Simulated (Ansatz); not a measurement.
## Run report: ZnO, single-point calculation

System: ZnO (Pm-3m, 2 atoms in the cell).
Method: DFT, r2SCAN, plane waves, PAW, no spin polarisation (Ansatz 0.2.0).

The structure was built on a prototype by a generator. The geometry comes from this level: r2SCAN. Figures and captions count atoms from 1; the log counts them from 0 in places.

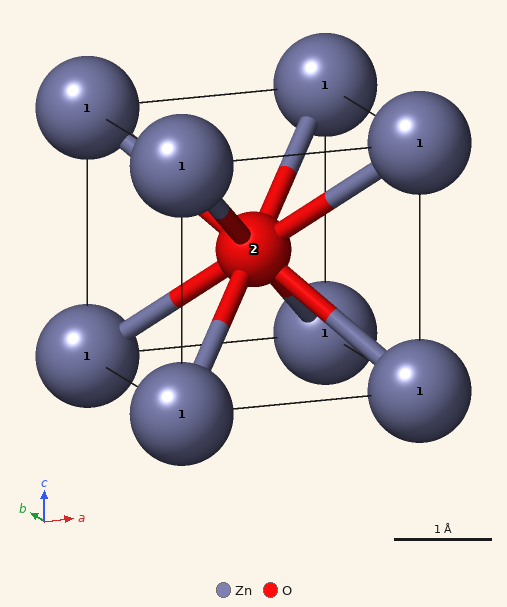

The structure (ball-and-stick view of the cell of the calculation, seen slightly off an axis; atoms are numbered from 1 in the order of the input). Near neighbours in the crystal (not all of them lie inside the picture): Zn has 8 O at 2.29 Å; O has 8 Zn at 2.29 Å.

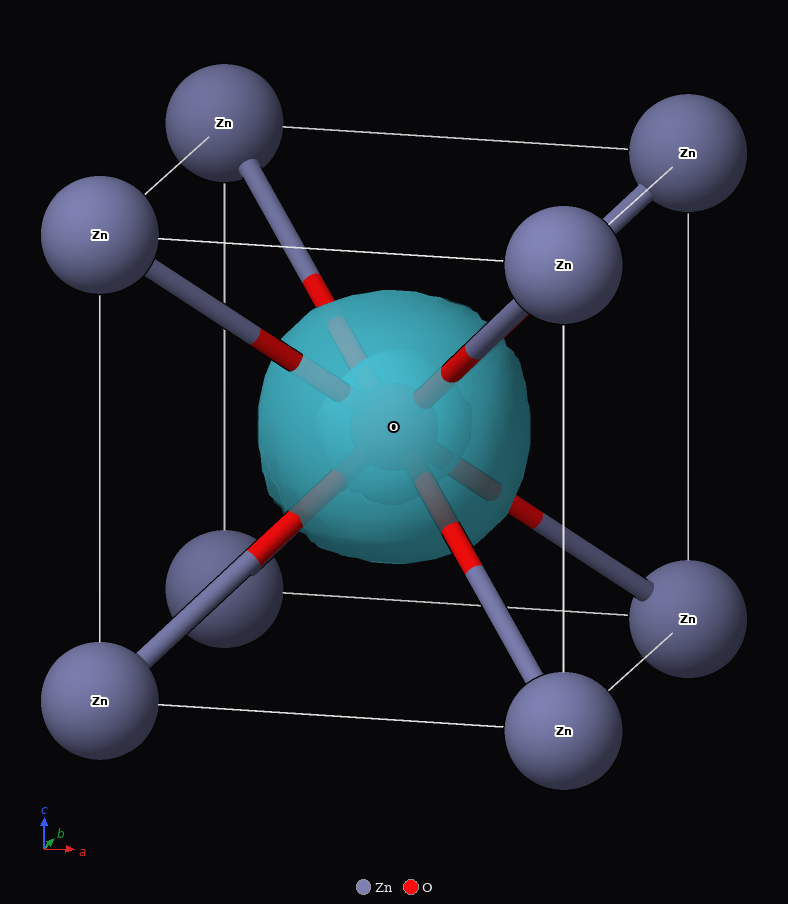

Isosurface of the ELF at 0.75 (cyan), seen slightly off an axis. Only the valence region is drawn (cores and ρ < 0.01 e/Å³ removed). Sticks mark near contacts. The outline is the cell set on symmetry axes. Profiles from the grid: Zn–O (2.29 Å): the ELF peaks at about 0.80 in the valence shell of O, 0.6 Å from its nucleus, and drops to about 0.10 between the two atoms (ionic bonding with no shared pair). The fields are those of the smooth PAW valence density.

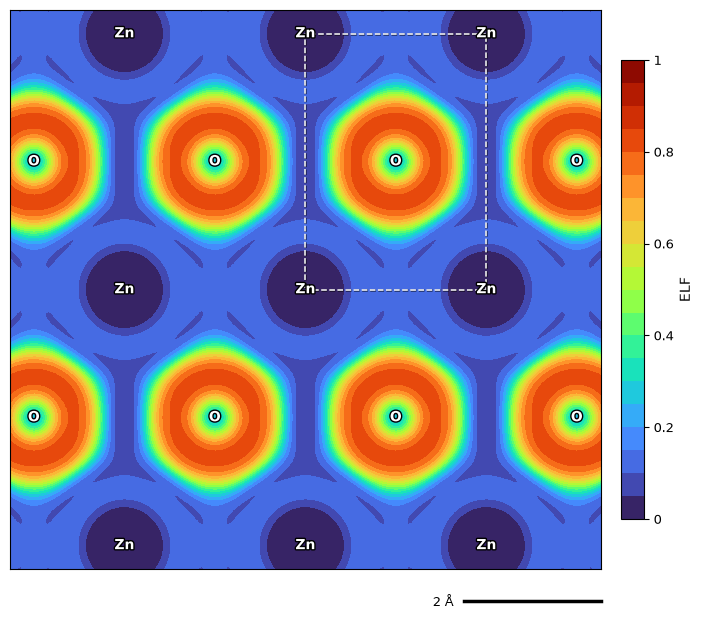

ELF on the (011) plane of the conventional cell. The section cuts through Zn and O sites. Zn–O (2.29 Å): the ELF peaks at about 0.80 in the valence shell of O, 0.6 Å from its nucleus, and drops to about 0.10 between the two atoms, as expected for ionic bonding with no shared pair.

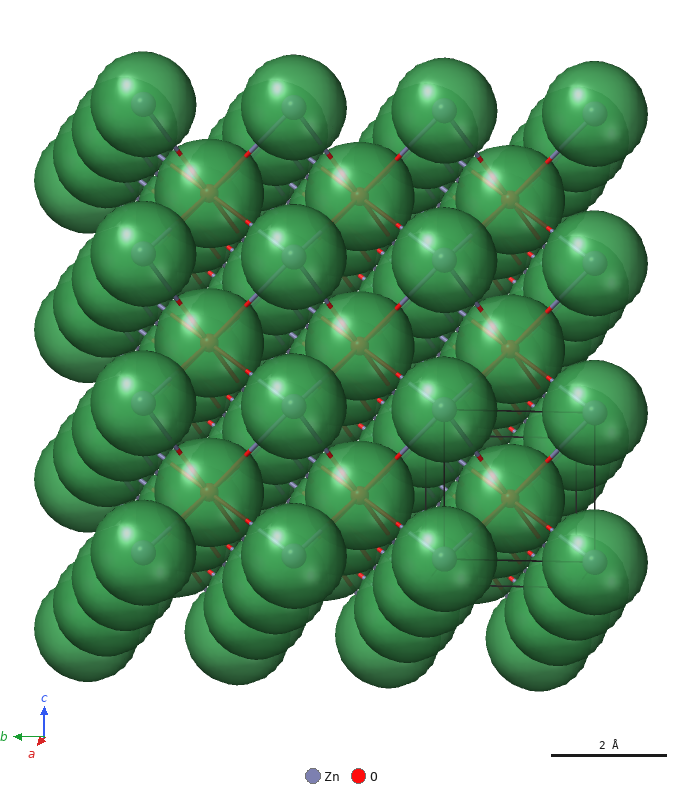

Isosurface of the valence electron density at 0.4 e/Å³ (green), seen at an oblique angle. Sticks mark near contacts. The outline is the cell set on symmetry axes. At this value the density breaks into separate islands; it holds about 85 % of the electrons treated as valence. It is pinched off along the Zn–O (2.29 Å) contacts. On the grid the lowest density along these lines, outside the cores, is 0.3 e/Å³ (Zn–O, 2.29 Å).

The input that produced these results follows, with the program's output.

Input
```yaml
crystal:
  lattice:
    - [2.6461709623, 0.0, 0.0]
    - [0.0, 2.6461709623, 0.0]
    - [0.0, 0.0, 2.6461709623]
  atoms:
    - { symbol: Zn, position: [0.0, 0.0, 0.0] }
    - { symbol: O, position: [0.5, 0.5, 0.5] }
kpoints:
  mp_grid: { grid: [6, 6, 6] }
hamiltonian:
  xc: r2scan
scf:
  occupations: { method: fermi_dirac, width: 0.02 }
  n_extra_bands: 4
output:
  forces: true
  stress: true
  eigenvalues: true
  write_density: true
  write_potential: true
  elf: true
  volumetric_format: npy
```

Launched with:
```bash
ansatz run input.yaml --threads 4 --pin off --max-ram 3686MiB --backend cpu --events-out ev --progress --plain --runs-dir out
```

Log
```
scf.n_extra_bands = 4 over 9 filled bands (N_el = 18.0): the run solves 13 bands
Engine: ansatz 0.2.0, x86_64-unknown-linux-gnu
Pseudopotentials: kind: paw
Pseudopotential: Zn, paw, valence charge 12, recommended cutoff 500 eV (meta_gga), Zn.paw.azcp
Pseudopotential: O, paw, valence charge 6, recommended cutoff 500 eV (meta_gga), O.paw.azcp
Functional definition: r2SCAN
  parameter k0 = 0.174
  parameter k1 = 0.065
  parameter a1 = 4.9479
  exchange = r2scan_x(k0 = k0, k1 = k1, a1 = a1)
  correlation = r2scan_c
Crystal: 2 atoms, lattice volume = 18.529 Å³
Basis set: ecut = 500 eV, 461 PW (Γ), exchange–correlation on 80×80×80 points (64 copies of the dense FFT grid, shifted against one another)
Bands: 13, of which v1, the nominal top of the filled ones, is band 9 counted from 1 (8 counted from 0)
Symmetry: 48 space group operations
Space group: Pm-3m (ITA 221), of the structure as read, at distance tolerance 2.6e-5 Å
k-points: 20 of 216
Non-local potential: Zn, projectors of the file, l = 0: 2, l = 1: 2, l = 2: 3, l = 3: 1
Non-local potential: O, projectors of the file, l = 0: 2, l = 1: 2, l = 2: 1
PAW form: soft (Blöchl's): semilocal exchange-correlation on the pseudo side does not see the compensation charge
PAW frozen core: Zn, regenerated for the run's functional (the file was generated under x = pbe(κ = 0.804, μ = 0.2195149727645171), c = pbe(β = 0.06672455060314922))
PAW frozen core: O, regenerated for the run's functional (the file was generated under x = pbe(κ = 0.804, μ = 0.2195149727645171), c = pbe(β = 0.06672455060314922))
PAW one-centre angular grid: Zn, 590 points (default); XC on 261 of its mesh's 2673 points in the sphere
PAW one-centre angular grid: O, 302 points (default); XC on 160 Gauss nodes
Initial density: superposition of atomic densities (neutral atoms: chi_scale 0, normalization atom), corrected by the library's trained network
Initial wavefunctions: pseudopotential atomic-orbital guess
Functional: x = r2scan, c = r2scan; τ floored in thin density (d = 2e-4 eV/Å³)
SCF iter   1: F=—  HF=-3893.416603 eV  |F-HF|=—  |Δ(HF+E_count)|=         —  Δρ=2.47e-2  dr2=6.38e-2  dr2_τ=4.82e-2  ethr=1.77e-3  ⟨swp⟩=5.1  Hψ=1421  notcnv=0
preconditioner: auto → none  [insulator: Δε(μ)=1.993 eV  Ē_g=17.615 eV  σ=0.020 eV  W_gap=0.59  n_scr=6 (ndim 8)  ℏωp=36.6 eV  f_vac=0.000  D(μ)=0.37/eV (n_scr^D=0)  ε∞_Penn≈5.3]
SCF iter   2: F=—  HF=-3893.435370 eV  |F-HF|=—  |Δ(HF+E_count)|=   1.88e-2  Δρ=6.35e-3  dr2=2.41e-3  dr2_τ=1.26e-3  ethr=3.55e-4  ⟨swp⟩=2.2  Hψ=673  notcnv=0
SCF iter   3: F=—  HF=-3893.434678 eV  |F-HF|=—  |Δ(HF+E_count)|=   6.92e-4  Δρ=4.30e-3  dr2=1.38e-3  dr2_τ=5.93e-5  ethr=1.34e-5  ⟨swp⟩=2.0  Hψ=502  notcnv=0
SCF iter   4: F=—  HF=-3893.434783 eV  |F-HF|=—  |Δ(HF+E_count)|=   1.05e-4  Δρ=1.61e-3  dr2=5.70e-4  dr2_τ=2.91e-5  ethr=7.65e-6  ⟨swp⟩=2.2  Hψ=469  notcnv=0
SCF iter   5: F=—  HF=-3893.434638 eV  |F-HF|=—  |Δ(HF+E_count)|=   1.45e-4  Δρ=9.98e-5  dr2=8.39e-7  dr2_τ=8.70e-7  ethr=3.16e-6  ⟨swp⟩=2.5  Hψ=440  notcnv=0
SCF iter   6: F=—  HF=-3893.434637 eV  |F-HF|=—  |Δ(HF+E_count)|=   9.77e-7  Δρ=3.11e-5  dr2=5.50e-8  dr2_τ=1.47e-8  ethr=5.56e-10  ⟨swp⟩=9.7  Hψ=2215  notcnv=0
SCF iter   7: F=-3893.434637 eV  HF=-3893.434637 eV  |F-HF|=2.94e-9  |Δ(HF+E_count)|=   6.94e-8  Δρ=6.28e-6  dr2=5.02e-9  dr2_τ=6.43e-10  ethr=3.05e-10  ⟨swp⟩=7.2  Hψ=1411  notcnv=0
SCF 1 converged in 7 iterations: F = -3893.434637 eV  dr2 = 5.02e-9
  greatest PAW one-centre occupation: 0.991 electrons in one spin orbital (limit 2), on the Zn atom at site 0 (counted from 0), in its partial waves of l = 2
SCF converged after 7 iterations
Free energy (F): -3893.434637 eV
Harris-Foulkes:  -3893.434637 eV  (|F-HF|=2.94e-9)
Internal energy: -3893.434006 eV  (E = F + TS)
E sigma→0 (E₀):  -3893.434321 eV
Entropy (-TS):   -0.000631 eV (-0.316 meV/atom)
Fermi energy:    11.035722 eV
--- Per-component energies (eV) ---
  E_band       = 84.003993
  E_kinetic    = 307.186624
  E_local      = -1623.112643  (includes V_loc(G=0)·N_el)
  E_nonlocal   = 671.907562
  E_hartree    = 666.817803
  E_xc         = -196.550412
  E_vxc        = -157.857691  (∫ρ·V_xc dr)
  E_paw        = -2015.696523  (= ΣΔE_a)
  E_vpaw       = -457.117588  (= ΣTr[D̂ρ^β])
  E_aug_tail   = 0.000806  (compensation charges beyond the density's cutoff)
  E_vtau       = 9.360362  (kinetic-family band-sum trace: ∫τ·v_τ [+ j·A + Jᵃ·Aᵃ] dr)
  E_ewald      = -1703.772663
  E_core_change = -0.214560  (= ΣΔE_core)
  E_smearing   = -0.000631  (= −TS)
  E_closure    = -0.000000  (closes the sum)
  Σ components = -3893.434637   (vs F -3893.434637, Δ=0.00e0)
--- Forces (eV/Å), atoms counted from 1 ---
  atom   1  Zn    -0.00000000     0.00000000     0.00000000
  atom   2  O      0.00000000     0.00000000     0.00000000
  max |Σ_I F_I| component: 3.23e-29 eV/Å
--- Stress (GPa, compression-positive) ---
        0.178468       0.000000      -0.000000
        0.000000       0.178468       0.000000
        0.000000       0.000000       0.178468
  P = ⅓ Tr σ = 0.1785 GPa (1.785 kbar)
--- Band table (eV; the first three rows and the last of 20) ---
  k-point 0: bands = ["-8.7772", "4.2920", "4.2920", "5.4291", "5.4291", "5.4291", "9.6723", "9.6723", "9.6723", "10.9638", "26.1775", "26.1775", "30.1592"]
  k-point 1: bands = ["-8.4970", "4.2818", "4.3271", "5.2400", "5.2400", "5.4385", "7.5335", "10.0143", "10.0143", "12.9726", "24.3415", "26.5962", "29.6854"]
  k-point 2: bands = ["-7.8541", "3.4381", "4.3976", "4.9161", "4.9161", "5.4572", "6.3289", "10.6721", "10.6721", "15.1788", "21.0835", "27.8521", "28.5637"]
  k-point 19: bands = ["-5.7793", "3.4842", "3.4842", "3.4842", "5.7258", "5.7258", "9.5090", "9.5090", "9.5090", "17.3003", "17.3003", "17.3003", "21.7580"]
```

File rho_z.tsv
```
# z_ang	rho[e/angstrom^3]
# format = ansatz-planar-average/11
# lattice	2.646170962	0.000000000	0.000000000
# lattice	0.000000000	2.646170962	0.000000000
# lattice	0.000000000	0.000000000	2.646170962
# sites	2
# site	30	0.000000000	0.000000000	0.000000000
# site	8	1.323085481	1.323085481	1.323085481
0.000000	2.299820e0
0.132309	1.972588e0
0.264617	1.302457e0
0.396926	7.703790e-1
0.529234	5.184518e-1
0.661543	4.605676e-1
0.793851	5.203605e-1
0.926160	6.654284e-1
1.058468	8.453885e-1
1.190777	9.882687e-1
1.323085	1.041328e0
1.455394	9.882687e-1
1.587703	8.453885e-1
1.720011	6.654284e-1
1.852320	5.203605e-1
1.984628	4.605676e-1
2.116937	5.184518e-1
2.249245	7.703790e-1
2.381554	1.302457e0
2.513862	1.972588e0
```

Results in brief

| quantity | value |
| --- | --- |
| outcome | converged |
| space group (tolerance 0.01 Å) | Pm-3m (221) |
| electrons treated | 18 |
| free energy | −3893.4346 eV |
| Fermi energy | 11.036 eV |
| band gap | none (metallic) |
| pressure | 0.18 GPa |
| largest force (length of the vector) | under 0.001 eV/Å |
| hardware | 4 threads of Intel Xeon (Sapphire Rapids), 256 GiB of memory available, shared host |
| wall time | 1.1 s (CPU time 2.6 s) |
| peak memory | 0.4 GiB |
